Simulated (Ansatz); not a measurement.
```yaml
crystal:
  lattice:
    - [-6.44550, -6.44550, 6.44550]
    - [6.44550, -6.44550, -6.44550]
    - [6.44550, 6.44550, 6.44550]
  atoms:
    - { symbol: Te, position: [0.25000, 0.00000, 0.75000] }
    - { symbol: Te, position: [0.00000, 0.00000, 0.00000] }
    - { symbol: Te, position: [0.50000, 0.75000, 0.75000] }
    - { symbol: Te, position: [0.25000, 0.75000, 0.00000] }
    - { symbol: Te, position: [0.00000, 0.75000, 0.25000] }
    - { symbol: Te, position: [0.75000, 0.00000, 0.25000] }
    - { symbol: Te, position: [0.50000, 0.00000, 0.50000] }
    - { symbol: Te, position: [0.00000, 0.25000, 0.75000] }
    - { symbol: Te, position: [0.75000, 0.50000, 0.75000] }
    - { symbol: Te, position: [0.50000, 0.50000, 0.00000] }
    - { symbol: Te, position: [0.25000, 0.50000, 0.25000] }
    - { symbol: Te, position: [0.00000, 0.50000, 0.50000] }
    - { symbol: Te, position: [0.75000, 0.75000, 0.50000] }
    - { symbol: Te, position: [0.75000, 0.25000, 0.00000] }
    - { symbol: Te, position: [0.50000, 0.25000, 0.25000] }
    - { symbol: Te, position: [0.25000, 0.25000, 0.50000] }
    - { symbol: Pb, position: [0.25000, 0.75000, 0.50000] }
    - { symbol: Pb, position: [0.00000, 0.75000, 0.75000] }
    - { symbol: Pb, position: [0.50000, 0.50000, 0.50000] }
    - { symbol: Pb, position: [0.25000, 0.50000, 0.75000] }
    - { symbol: Pb, position: [0.00000, 0.50000, 0.00000] }
    - { symbol: Pb, position: [0.75000, 0.75000, 0.00000] }
    - { symbol: Pb, position: [0.50000, 0.75000, 0.25000] }
    - { symbol: Pb, position: [0.00000, 0.00000, 0.50000] }
    - { symbol: Pb, position: [0.75000, 0.25000, 0.50000] }
    - { symbol: Pb, position: [0.50000, 0.25000, 0.75000] }
    - { symbol: Pb, position: [0.25000, 0.25000, 0.00000] }
    - { symbol: Pb, position: [0.00000, 0.25000, 0.25000] }
    - { symbol: Pb, position: [0.75000, 0.50000, 0.25000] }
    - { symbol: Pb, position: [0.75000, 0.00000, 0.75000] }
    - { symbol: Pb, position: [0.50000, 0.00000, 0.00000] }
    - { symbol: Pb, position: [0.25000, 0.00000, 0.25000] }
```

Space group Fm-3m; a structure from a database of computed crystals, not necessarily the ambient phase.

Method: DFT PBEsol, scalar-relativistic, plane waves, PAW in Ansatz 0.2.0.

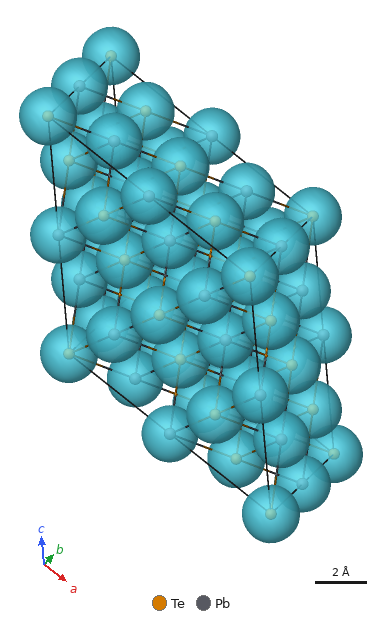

TePb. Isosurface of the valence pseudo-density at 0.4 e/Å³ (cyan), seen slightly off an axis. Sticks mark near contacts.

In a PAW calculation such maps are meaningful between the atoms, not at the nuclei.

> How is the density connected at this value?

At this value the density breaks into separate islands; it holds about 75 % of the electrons treated as valence (semicore included). It bridges none of the near contacts. It is pinched off along the sampled Te–Pb (3.22 Å) contacts. On the grid the lowest density along these lines, outside the cores, is 0.2 e/Å³ (Te–Pb, 3.22 Å).

> Does the calculation give a band gap?

It is gapped, with a Kohn–Sham gap of 1.7 eV on the k-point mesh (the band edges may lie off the mesh, which would make the gap smaller).
